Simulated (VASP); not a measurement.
Optical-spectrum calculation, with input and output: AgCl (part 2 of 4)

Continued. System: AgCl (Fm-3m, 2 atoms in the cell). Method: Kohn-Sham DFT of a periodic cell, r2SCAN with D3(BJ), spin-orbit coupling, VASP PAW PBE potentials, hard, no spin polarisation (VASP 6.6.1); cutoff 900 eV, 6×6×6 k-mesh, Gaussian smearing of 0.01 eV. The structure derives from an entry of the Crystallography Open Database.

Geometry of the input (Å; fractional positions):
```
0.0000  2.7350  2.7350
2.7350  0.0000  2.7350
2.7350  2.7350  0.0000
Ag 0.0000  0.0000  0.0000
Cl 0.5000  0.5000  0.5000
```

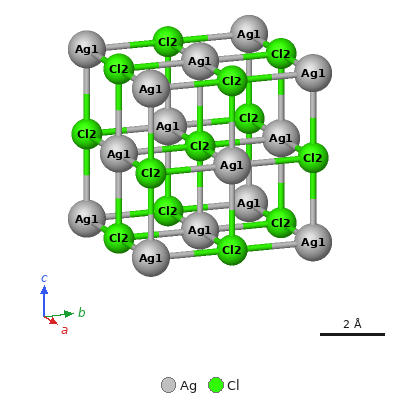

Fig. 1: The structure (ball-and-stick view of the cell 4 times as large as that of the calculation, set on its symmetry axes, seen slightly off an axis; atoms are numbered from 1 in the order of the input).

**Parts of OUTCAR, continued**
```
 k-point    16 :      -0.3333    0.5000    0.1667
  band No.  band energies     occupation
      1     -11.1605      1.00000
      2     -11.1605      1.00000
      3      -0.2047      1.00000
      4      -0.2047      1.00000
      5       0.0055      1.00000
      6       0.0055      1.00000
      7       0.3142      1.00000
      8       0.3142      1.00000
      9       1.9302      1.00000
     10       1.9302      1.00000
     11       2.0771      1.00000
     12       2.0771      1.00000
     13       2.4672      1.00000
     14       2.4672      1.00000
     15       2.5694      1.00000
     16       2.5694      1.00000
     17       3.0860      1.00000
     18       3.0860      1.00000
     19       8.5097      0.00000
     20       8.5097      0.00000
     21      12.5729      0.00000
     22      12.5729      0.00000
     23      13.1686      0.00000
     24      13.1686      0.00000
     25      14.1213      0.00000
     26      14.1213      0.00000
     27      17.9964      0.00000
     28      17.9964      0.00000
     29      19.3621      0.00000
     30      19.3621      0.00000
 [bands above 30 left out]

------------------------ aborting loop because EDIFF is reached ----------------------------------------

 Edisp (eV)   -0.32345

 E8    (eV) :    -0.0985

  FORCE on cell =-STRESS in cart. coord.  units (eV):
  Direction    XX          YY          ZZ          XY          YZ          ZX
  --------------------------------------------------------------------------------------
  -------------------------------------------------------------------------------------
  Total       0.26178     0.26178     0.26178     0.00000     0.00000    -0.00000
  in kB      10.25036    10.25036    10.25036     0.00000     0.00000    -0.00000
  external pressure =       10.25 kB  Pullay stress =        0.00 kB

 VOLUME and BASIS-vectors are now :
 -----------------------------------------------------------------------------
  energy-cutoff  :      900.00
  volume of cell :       40.92
      direct lattice vectors                 reciprocal lattice vectors
     0.000000000  2.735000000  2.735000000    -0.182815356  0.182815356  0.182815356
     2.735000000  0.000000000  2.735000000     0.182815356 -0.182815356  0.182815356
     2.735000000  2.735000000  0.000000000     0.182815356  0.182815356 -0.182815356

 POSITION                                       TOTAL-FORCE (eV/Angst)
 -----------------------------------------------------------------------------------
      0.00000      0.00000      0.00000         0.000000      0.000000      0.000000
      2.73500      2.73500      2.73500         0.000000      0.000000      0.000000
 -----------------------------------------------------------------------------------
    total drift:                                0.000000     -0.000000     -0.000000

  FREE ENERGIE OF THE ION-ELECTRON SYSTEM (eV)
  ---------------------------------------------------
  free  energy   TOTEN  =       -28.9780844931 eV

  energy  without entropy=      -28.9780844931  energy(sigma->0) =      -28.97808449

 electrical conductivity sigma (Mega S m-1) (frequency dependency in vasprun.xml)
  --------------------------------------------------------------------------------------
       0.000       0.000      -0.000
       0.000       0.000       0.000
       0.000       0.000       0.000

  frequency dependent IMAGINARY DIELECTRIC FUNCTION (independent particle, no local field effects) density-density
     E(ev)      X         Y         Z        XY        YZ        ZX
  --------------------------------------------------------------------------------------------------------------
     0.00000    -0.00000    -0.00000    -0.00000     0.00000     0.00000     0.00000
     0.74425     0.00000     0.00000     0.00000    -0.00000     0.00000     0.00000
     1.48850     0.00000     0.00000     0.00000    -0.00000     0.00000     0.00000
     2.23275     0.00000     0.00000     0.00000    -0.00000     0.00000     0.00000
     2.97701     0.00000     0.00000     0.00000    -0.00000     0.00000     0.00000
     3.72126     0.00000     0.00000     0.00000    -0.00000     0.00000     0.00000
     4.46551     0.96947     0.96947     0.96947    -0.00000     0.00000     0.00000
     5.20976     1.75820     1.75820     1.75820    -0.00000    -0.00000     0.00000
     5.95401     4.45596     4.45596     4.45596     0.00000    -0.00000     0.00000
     6.69826     0.85248     0.85248     0.85248     0.00000     0.00000     0.00000
     7.44251     0.94151     0.94151     0.94151    -0.00000     0.00000     0.00000
     8.18676    14.51811    14.51811    14.51811     0.00000     0.00000    -0.00000
     8.93102     1.35808     1.35808     1.35808     0.00000     0.00000    -0.00000
     9.67527     2.53474     2.53474     2.53474     0.00000     0.00000    -0.00000
    10.41952     2.83849     2.83849     2.83849     0.00000     0.00000    -0.00000
    11.16377     1.40606     1.40606     1.40606     0.00000     0.00000     0.00000
    11.90802     1.46425     1.46425     1.46425     0.00000     0.00000    -0.00000
    12.65227     4.69667     4.69667     4.69667     0.00000     0.00000     0.00000
    13.39652     2.31182     2.31182     2.31182    -0.00000     0.00000    -0.00000
    14.14077     2.78350     2.78350     2.78350    -0.00000    -0.00000     0.00000
    14.88503     1.62815     1.62815     1.62815     0.00000     0.00000     0.00000
    15.62928     1.71292     1.71292     1.71292    -0.00000    -0.00000     0.00000
    16.37353     1.09374     1.09374     1.09374    -0.00000    -0.00000    -0.00000
    17.11778     1.63020     1.63020     1.63020     0.00000     0.00000     0.00000
    17.86203     1.50479     1.50479     1.50479    -0.00000     0.00000     0.00000
    18.60628     0.79537     0.79537     0.79537    -0.00000     0.00000    -0.00000
    19.35053     0.80878     0.80878     0.80878    -0.00000     0.00000    -0.00000
    20.09478     1.30806     1.30806     1.30806    -0.00000    -0.00000     0.00000
    20.83904     1.36830     1.36830     1.36830     0.00000     0.00000    -0.00000
    21.58329     0.90372     0.90372     0.90372    -0.00000    -0.00000    -0.00000
    22.32754     0.29064     0.29064     0.29064    -0.00000     0.00000     0.00000
    23.07179     0.34069     0.34069     0.34069     0.00000     0.00000     0.00000
    23.81604     0.34282     0.34282     0.34282    -0.00000    -0.00000     0.00000
    24.56029     0.61860     0.61860     0.61860    -0.00000    -0.00000     0.00000
    25.30454     0.50761     0.50761     0.50761     0.00000     0.00000     0.00000
    26.04879     0.38852     0.38852     0.38852    -0.00000    -0.00000     0.00000
    26.79305     0.24855     0.24855     0.24855    -0.00000     0.00000    -0.00000
    27.53730     0.17021     0.17021     0.17021     0.00000     0.00000     0.00000
    28.28155     0.45911     0.45911     0.45911    -0.00000    -0.00000     0.00000
    29.02580     0.40343     0.40343     0.40343    -0.00000    -0.00000     0.00000
    29.77005     0.61660     0.61660     0.61660     0.00000    -0.00000     0.00000
    30.51430     0.49595     0.49595     0.49595    -0.00000     0.00000    -0.00000
    31.25855     0.40668     0.40668     0.40668    -0.00000    -0.00000     0.00000
    32.00280     0.49261     0.49261     0.49261    -0.00000     0.00000    -0.00000
    32.74706     0.67762     0.67762     0.67762    -0.00000    -0.00000    -0.00000
    33.49131     0.33579     0.33579     0.33579    -0.00000    -0.00000    -0.00000
    34.23556     0.19043     0.19043     0.19043    -0.00000     0.00000     0.00000
    34.97981     0.46640     0.46640     0.46640     0.00000     0.00000     0.00000
    35.72406     0.04495     0.04495     0.04495    -0.00000     0.00000    -0.00000
    36.46831     0.12180     0.12180     0.12180     0.00000     0.00000    -0.00000
    37.21256     0.32507     0.32507     0.32507    -0.00000     0.00000    -0.00000
    37.95682     0.08777     0.08777     0.08777    -0.00000    -0.00000     0.00000
    38.70107     0.17805     0.17805     0.17805    -0.00000    -0.00000     0.00000
    39.44532     0.56925     0.56925     0.56925     0.00000    -0.00000     0.00000
    40.18957     0.18893     0.18893     0.18893    -0.00000    -0.00000     0.00000
    40.93382     0.15473     0.15473     0.15473     0.00000    -0.00000    -0.00000
    41.67807     0.14077     0.14077     0.14077     0.00000     0.00000     0.00000
    42.42232     0.23100     0.23100     0.23100    -0.00000    -0.00000     0.00000
    43.16657     0.25388     0.25388     0.25388    -0.00000    -0.00000     0.00000
    43.91083     0.14115     0.14115     0.14115    -0.00000    -0.00000     0.00000
    44.65508     0.27263     0.27263     0.27263     0.00000     0.00000    -0.00000
    45.39933     0.36970     0.36970     0.36970     0.00000    -0.00000    -0.00000
    46.14358     0.35289     0.35289     0.35289    -0.00000    -0.00000    -0.00000
    46.88783     0.14895     0.14895     0.14895     0.00000     0.00000     0.00000
    47.63208     0.01923     0.01923     0.01923     0.00000     0.00000     0.00000
    48.37633     0.04069     0.04069     0.04069     0.00000     0.00000    -0.00000
    49.12058     0.00594     0.00594     0.00594    -0.00000     0.00000     0.00000
    49.86484     0.00022     0.00022     0.00022    -0.00000    -0.00000     0.00000
    50.60909     0.01594     0.01594     0.01594    -0.00000     0.00000     0.00000
    51.35334     0.00024     0.00024     0.00024     0.00000     0.00000    -0.00000
    52.09759     0.00536     0.00536     0.00536     0.00000     0.00000     0.00000
    52.84184     0.00000     0.00000     0.00000    -0.00000     0.00000     0.00000
    53.58609     0.00530     0.00530     0.00530    -0.00000    -0.00000     0.00000
    54.33034     0.00705     0.00705     0.00705    -0.00000     0.00000     0.00000
    55.07459     0.00706     0.00706     0.00706    -0.00000     0.00000     0.00000
    55.81885     0.00000     0.00000     0.00000    -0.00000     0.00000     0.00000
    56.56310     0.00331     0.00331     0.00331    -0.00000    -0.00000     0.00000
    57.30735     0.00098     0.00098     0.00098     0.00000     0.00000     0.00000
    58.05160     0.00117     0.00117     0.00117    -0.00000     0.00000     0.00000
    58.79585     0.00002     0.00002     0.00002    -0.00000     0.00000     0.00000
    59.54010     0.00143     0.00143     0.00143    -0.00000     0.00000     0.00000
    60.28435     0.00169     0.00169     0.00169     0.00000     0.00000     0.00000
    61.02860     0.00000     0.00000     0.00000    -0.00000     0.00000     0.00000
    61.77286     0.00000     0.00000     0.00000    -0.00000     0.00000     0.00000
    62.51711     0.00000     0.00000     0.00000    -0.00000     0.00000     0.00000
    63.26136     0.00000     0.00000     0.00000    -0.00000     0.00000     0.00000
    64.00561     0.00000     0.00000     0.00000    -0.00000     0.00000     0.00000
    64.74986     0.00000     0.00000     0.00000    -0.00000     0.00000     0.00000
    65.49411     0.00000     0.00000     0.00000    -0.00000     0.00000     0.00000
    66.23836     0.00000     0.00000     0.00000    -0.00000     0.00000     0.00000
    66.98261     0.00000     0.00000     0.00000    -0.00000     0.00000     0.00000
    67.72687     0.00000     0.00000     0.00000    -0.00000     0.00000     0.00000
    68.47112     0.00000     0.00000     0.00000    -0.00000     0.00000     0.00000
    69.21537     0.00000     0.00000     0.00000    -0.00000     0.00000     0.00000
    69.95962     0.00000     0.00000     0.00000    -0.00000     0.00000     0.00000
    70.70387     0.00000     0.00000     0.00000    -0.00000     0.00000     0.00000
    71.44812     0.00000     0.00000     0.00000    -0.00000     0.00000     0.00000
    72.19237     0.00000     0.00000     0.00000    -0.00000     0.00000     0.00000
    72.93663     0.00000     0.00000     0.00000    -0.00000     0.00000     0.00000
    73.68088     0.00000     0.00000     0.00000    -0.00000     0.00000     0.00000

  frequency dependent      REAL DIELECTRIC FUNCTION (independent particle, no local field effects) density-density
     E(ev)        X           Y           Z          XY          YZ          ZX
  --------------------------------------------------------------------------------------------------------------
     0.00000     4.72721     4.72721     4.72721    -0.00000    -0.00000     0.00000
     0.74425     4.77399     4.77399     4.77399    -0.00000    -0.00000     0.00000
     1.48850     4.92679     4.92679     4.92679    -0.00000    -0.00000     0.00000
     2.23275     5.23556     5.23556     5.23556    -0.00000    -0.00000     0.00000
     2.97701     5.86642     5.86642     5.86642    -0.00000    -0.00000     0.00000
     3.72126     8.08014     8.08014     8.08014    -0.00000     0.00000     0.00000
     4.46551     6.88969     6.88969     6.88969     0.00000    -0.00000    -0.00000
     5.20976     7.21624     7.21624     7.21624    -0.00000    -0.00000     0.00000
     5.95401     0.67628     0.67628     0.67628     0.00000     0.00000    -0.00000
     6.69826     1.39829     1.39829     1.39829     0.00000     0.00000    -0.00000
     7.44251     5.27524     5.27524     5.27524     0.00000     0.00000     0.00000
     8.18676     3.05057     3.05057     3.05057     0.00000     0.00000    -0.00000
     8.93102    -0.53606    -0.53606    -0.53606     0.00000    -0.00000     0.00000
     9.67527    -1.68452    -1.68452    -1.68452    -0.00000     0.00000    -0.00000
    10.41952     1.33774     1.33774     1.33774    -0.00000    -0.00000    -0.00000
    11.16377    -0.00446    -0.00446    -0.00446     0.00000     0.00000     0.00000
    11.90802     0.17099     0.17099     0.17099     0.00000     0.00000    -0.00000
    12.65227     0.06515     0.06515     0.06515    -0.00000    -0.00000    -0.00000
    13.39652    -0.79777    -0.79777    -0.79777    -0.00000     0.00000     0.00000
    14.14077    -0.97774    -0.97774    -0.97774     0.00000     0.00000    -0.00000
    14.88503     0.03604     0.03604     0.03604    -0.00000    -0.00000    -0.00000
    15.62928     0.84636     0.84636     0.84636     0.00000     0.00000    -0.00000
    16.37353     0.14880     0.14880     0.14880    -0.00000    -0.00000    -0.00000
    17.11778     0.24442     0.24442     0.24442    -0.00000    -0.00000    -0.00000
    17.86203    -0.15152    -0.15152    -0.15152    -0.00000    -0.00000    -0.00000
    18.60628     1.02160     1.02160     1.02160     0.00000     0.00000    -0.00000
    19.35053     0.79051     0.79051     0.79051    -0.00000     0.00000    -0.00000
    20.09478     0.68059     0.68059     0.68059    -0.00000    -0.00000    -0.00000
    20.83904     0.03933     0.03933     0.03933    -0.00000    -0.00000     0.00000
    21.58329    -0.00058    -0.00058    -0.00058    -0.00000    -0.00000     0.00000
    22.32754     0.26892     0.26892     0.26892     0.00000     0.00000    -0.00000
    23.07179     0.58917     0.58917     0.58917    -0.00000     0.00000    -0.00000
    23.81604     0.49809     0.49809     0.49809    -0.00000    -0.00000     0.00000
    24.56029     0.40653     0.40653     0.40653    -0.00000     0.00000    -0.00000
    25.30454     0.76022     0.76022     0.76022    -0.00000    -0.00000    -0.00000
    26.04879     0.56990     0.56990     0.56990     0.00000     0.00000     0.00000
    26.79305     0.62538     0.62538     0.62538     0.00000     0.00000    -0.00000
    27.53730     0.61826     0.61826     0.61826    -0.00000    -0.00000    -0.00000
    28.28155     0.66200     0.66200     0.66200     0.00000     0.00000    -0.00000
    29.02580     0.65310     0.65310     0.65310     0.00000    -0.00000     0.00000
    29.77005     0.48645     0.48645     0.48645     0.00000    -0.00000    -0.00000
    30.51430     0.76439     0.76439     0.76439    -0.00000    -0.00000    -0.00000
    31.25855     0.65057     0.65057     0.65057    -0.00000    -0.00000     0.00000
    32.00280     0.71121     0.71121     0.71121    -0.00000    -0.00000    -0.00000
    32.74706     0.65455     0.65455     0.65455     0.00000    -0.00000     0.00000
    33.49131     0.58713     0.58713     0.58713    -0.00000    -0.00000    -0.00000
    34.23556     0.49977     0.49977     0.49977     0.00000     0.00000    -0.00000
    34.97981     0.42458     0.42458     0.42458     0.00000     0.00000     0.00000
    35.72406     0.50710     0.50710     0.50710    -0.00000    -0.00000    -0.00000
    36.46831     0.51163     0.51163     0.51163    -0.00000    -0.00000    -0.00000
    37.21256     0.55584     0.55584     0.55584    -0.00000     0.00000    -0.00000
    37.95682     0.52230     0.52230     0.52230     0.00000     0.00000    -0.00000
    38.70107     0.56607     0.56607     0.56607     0.00000    -0.00000    -0.00000
    39.44532     0.59636     0.59636     0.59636    -0.00000    -0.00000     0.00000
    40.18957     0.61759     0.61759     0.61759     0.00000     0.00000    -0.00000
    40.93382     0.72520     0.72520     0.72520     0.00000    -0.00000    -0.00000
    41.67807     0.51184     0.51184     0.51184     0.00000     0.00000     0.00000
    42.42232     0.66396     0.66396     0.66396     0.00000     0.00000     0.00000
    43.16657     0.70583     0.70583     0.70583    -0.00000    -0.00000     0.00000
    43.91083     0.65195     0.65195     0.65195    -0.00000    -0.00000     0.00000
    44.65508     0.65690     0.65690     0.65690    -0.00000    -0.00000    -0.00000
    45.39933     0.63860     0.63860     0.63860    -0.00000    -0.00000    -0.00000
    46.14358     0.64952     0.64952     0.64952    -0.00000    -0.00000    -0.00000
    46.88783     0.52380     0.52380     0.52380     0.00000     0.00000    -0.00000
    47.63208     0.59088     0.59088     0.59088     0.00000     0.00000    -0.00000
    48.37633     0.62199     0.62199     0.62199     0.00000    -0.00000    -0.00000
    49.12058     0.65921     0.65921     0.65921     0.00000    -0.00000    -0.00000
    49.86484     0.68786     0.68786     0.68786     0.00000    -0.00000    -0.00000
    50.60909     0.70662     0.70662     0.70662     0.00000    -0.00000    -0.00000
    51.35334     0.72647     0.72647     0.72647     0.00000    -0.00000    -0.00000
    52.09759     0.74279     0.74279     0.74279     0.00000    -0.00000    -0.00000
    52.84184     0.75270     0.75270     0.75270     0.00000    -0.00000    -0.00000
    53.58609     0.76772     0.76772     0.76772     0.00000    -0.00000    -0.00000
    54.33034     0.77490     0.77490     0.77490     0.00000    -0.00000    -0.00000
    55.07459     0.78491     0.78491     0.78491     0.00000    -0.00000    -0.00000
    55.81885     0.79026     0.79026     0.79026     0.00000    -0.00000    -0.00000
    56.56310     0.79973     0.79973     0.79973     0.00000     0.00000    -0.00000
    57.30735     0.80695     0.80695     0.80695     0.00000    -0.00000    -0.00000
    58.05160     0.81152     0.81152     0.81152     0.00000    -0.00000    -0.00000
    58.79585     0.82382     0.82382     0.82382     0.00000    -0.00000    -0.00000
    59.54010     0.82398     0.82398     0.82398     0.00000     0.00000    -0.00000
    60.28435     0.83046     0.83046     0.83046     0.00000    -0.00000    -0.00000
    61.02860     0.83645     0.83645     0.83645     0.00000    -0.00000    -0.00000
```
